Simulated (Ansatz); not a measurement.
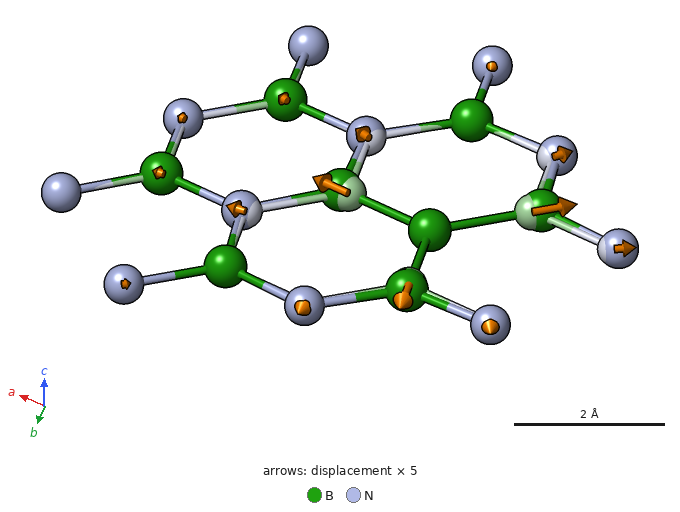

A relaxation of a defect cell of composition B25N23 (coarse preliminary run). The starting structure is drawn faded, the final one solid; orange arrows show the displacements, magnified 5 times.

The picture is a ball-and-stick view of the atoms within 4.2 Å of the atom that moves most (axes of the cell of the calculation, reduced to other axes), seen from a free direction. Lengths and directions refer to the drawn axes.

Case: B on a N site (c), charge +0, atoms relaxed at the host's cell.

Theory: DFT PBE, scalar-relativistic, plane waves, PAW (Ansatz 0.2.0). Settings: plane-wave cutoff 420 eV; k-point mesh 1 × 1 × 1; occupations gaussian; smearing width 0.01 eV; no spin polarisation; atoms relaxed in a fixed cell; force threshold 0.025 eV/Å; at most 45 steps.

Question: Atoms of which element are displaced furthest, and by how much?

Answer: Boron: up to 0.13 Å, against 0.06 Å for nitrogen.

Question: What happened in the run?

Answer: The largest moves, 0.13 Å, are those of B atoms. By element the largest moves are B 0.13 Å, N 0.06 Å. The cell doesn't change. Among the contacts that change: B–B 1.450 → 1.580 Å, B–N 1.450 → 1.427 Å, B–N 1.450 → 1.466 Å. Among the angles between lasting bonds that change: N–B–N 120.0° → 125.2°, B–N–B 120.0° → 123.0°, B–N–B 120.0° → 117.1°. Over 4 geometry steps the energy falls by 1.299 eV per cell of the calculation. Largest force component: 6 eV/Å at the start, 0.0024 eV/Å at the end.

Limits of the set-up: the periodic images lie only 8.4 Å apart, so the values are limited by the cell's size.
